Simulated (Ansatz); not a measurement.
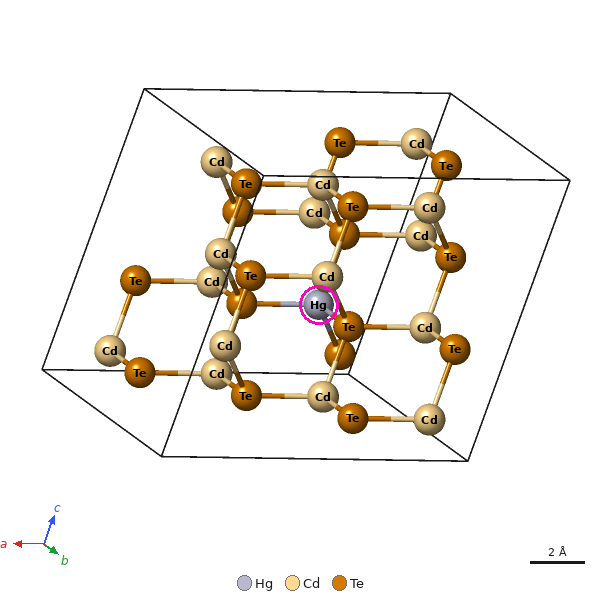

A ball-and-stick rendering, viewed from a general direction. The lines enclose the supercell; boundary atoms appear with their images. The host is CdTe, in a cell of 32 sites, and the cell is neutral. A ring marks the defect's site.

What imperfection does the supercell contain?

Mercury on a cadmium site (a substitutional impurity). It is bonded to four Te in a tetrahedral arrangement at about 2.9 Å.

The atoms were relaxed in the host's cell with Ansatz, DFT PBE, scalar-relativistic, plane waves, PAW.
